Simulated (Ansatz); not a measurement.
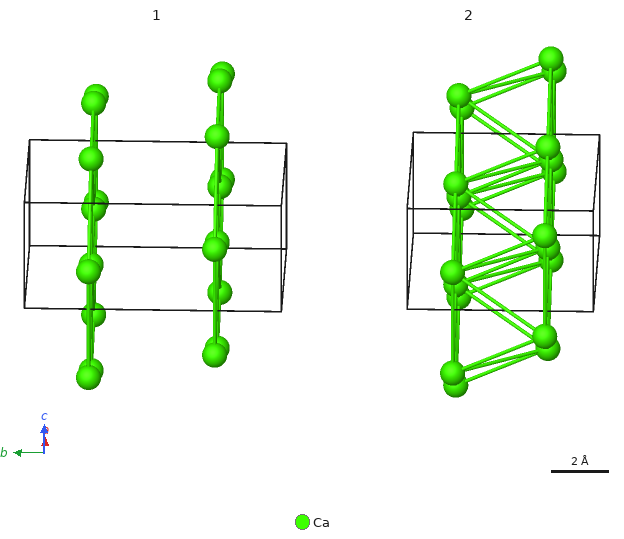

Two geometries of a crystal of Ca (built on the N_62 type) (coarse preliminary run), drawn at one scale. One is the start of a relaxation, the other its converged end. A ball-and-stick model of the cell of the calculation, seen from a free direction.

Theory: DFT PBE, scalar-relativistic, plane waves, PAW (Ansatz). Settings: plane-wave cutoff 420 eV; k-point mesh 4 × 2 × 4; occupations gaussian; smearing width 0.1 eV; no spin polarisation; cell and atoms relaxed; force threshold 0.04 eV/Å; at most 70 steps.

Which of the two is the end point?

Structure 2 is the relaxed one. Case: N type (Pnma, No. 62). Over 7 accepted moves (8 points after the start) the energy falls by 4.320 eV per cell of the calculation. The largest force component goes from 1.2 to 0.0038 eV/Å. The pressure goes from 1.96 to 0.17 GPa. At 1 point the geometry stayed and the basis and grid were re-selected for the new cell (energy shift of 7.4 meV per cell of the calculation at most each time). The largest moves relative to the cell, 1.11 Å, are those of Ca atoms. Cell: a 5.463 → 6.633 Å (+21.4 %), b 9.056 → 6.563 Å (−27.5 %), c 4.073 → 3.877 Å (−4.8 %). Volume −16.2 %. Some distances before and after: Ca–Ca 5.562 → 3.961 Å, Ca–Ca 2.888 → 3.839 Å, Ca–Ca 4.665 → 3.972 Å, Ca–Ca 4.158 → 3.844 Å. New bonds form: Ca–Ca (5.56 → 3.96 Å). Bond angles that change, for instance: Ca–Ca–Ca 82.1° → 119.2°, Ca–Ca–Ca 150.0° → 179.9°, Ca–Ca–Ca 142.1° → 119.5°. The space group stays Pnma (No. 62).

Limits of the set-up: the k-point mesh is coarse for a cell with partly filled bands.
